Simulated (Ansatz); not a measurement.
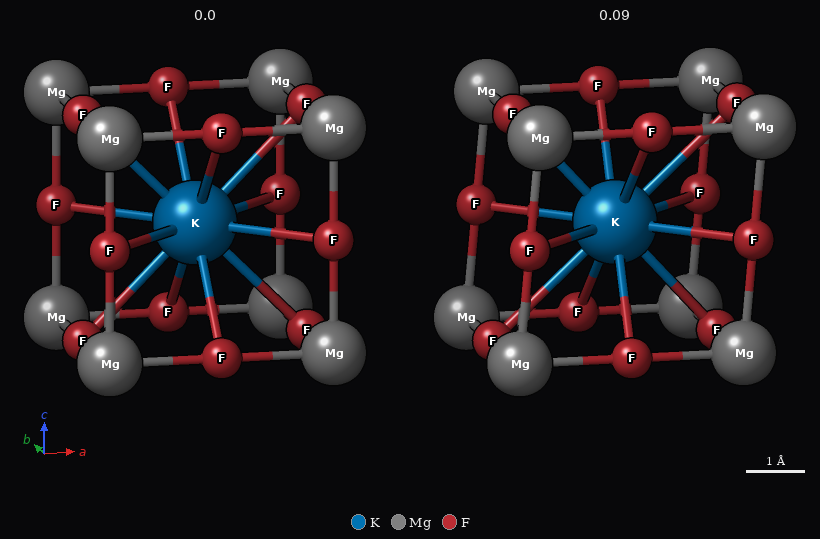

Crystalline KMgF3 (set up in Pm-3m), under shear of c along a (cell held, atoms fixed by symmetry), with energies (extrapolated to zero smearing) counted from the relaxed crystal, which is the row at zero. The picture shows the first and the last member. Style: ball-and-stick. Shown: the cell of the calculation, slightly off an axis.

Computed with Ansatz 0.2.0: DFT PBEsol, scalar-relativistic, plane waves, PAW. Set-up: plane-wave cutoff 420 eV; k-point mesh 6 × 6 × 6; occupations gaussian; smearing width 0.02 eV; no spin polarisation.

```csv
strain,energy (meV/atom),a (Å),c (Å),band gap (eV)
0.0,0.00,3.991,3.991,7.12
0.015,?,?,?,?
0.03,1.62,3.991,3.993,7.10
0.045,3.64,3.991,3.995,7.08
0.06,6.50,3.991,3.998,7.05
0.09,14.68,3.991,4.007,6.97
```

> Fill in the missing row.

A parabola through three neighbouring rows (0.0, 0.03, 0.045) gives, with Lagrange weights, (0.3333)(0.00) + (1.0000)(1.62) + (−0.3333)(3.64) = 0.41 meV/atom. The calculation gives 0.41 meV/atom (a = 3.991 Å, c = 3.992 Å). The estimate is right to the digits shown. For the gap a parabola through the rows 0.0, 0.03, 0.045 gives 7.11 eV, and the calculation 7.11 eV (semilocal gaps, lower than measured ones as a rule). From the first member to the last: F–K 2.822 → 2.952 Å, F–K 2.822 → 2.698 Å, K–Mg 3.457 → 3.356 Å.

The whole series:

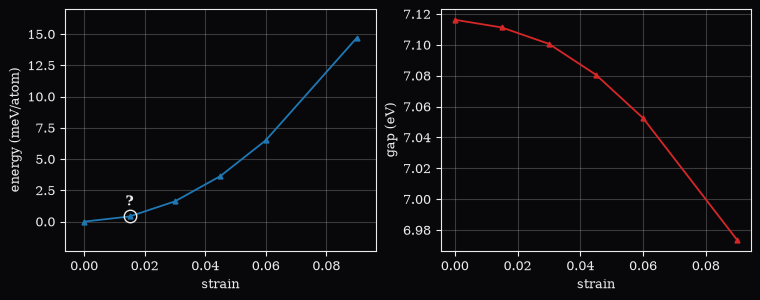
